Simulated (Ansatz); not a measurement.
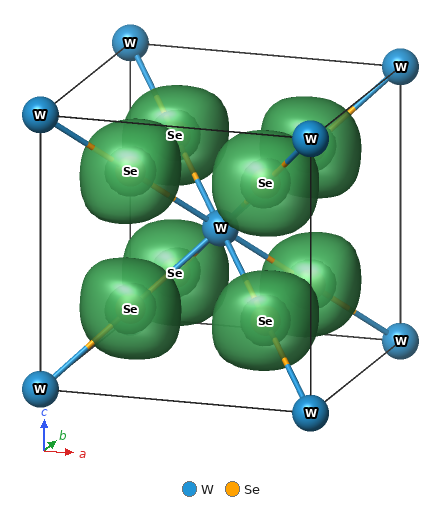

WSe4. Isosurface of the electron localisation function at 0.65 (green), seen slightly off an axis. Core shells and regions of very low density are left out. Sticks mark near contacts.

Space group Im-3m; a structure generated by program, which may or may not match a known phase; spin-polarised.

The calculation used DFT PBE, scalar-relativistic, plane waves, PAW in Ansatz 0.2.0.

In a PAW calculation such maps are meaningful between the atoms, not at the nuclei.

**Describe the localisation domains.**

The ELF exceeds this value in eight regions wrapped around Se (the valence shell of each), counted in one cell of 10 atoms. Regions shared between cells count once.

Values along the shortest contacts:
W–Se (2.66 Å): the ELF is about 0.40 at the midpoint.

**Which magnetic arrangement did the calculation end in?**

Parallel moments, as they must be, since the calculation's own cell holds one magnetic site; site moments W: +0.8 μB (×2) in one cell of 10 atoms.

**Does the calculation give a band gap?**

It is gapless in this calculation (a metal or semimetal); semilocal functionals without U, or without the true magnetic order, often close the gap of such compounds.
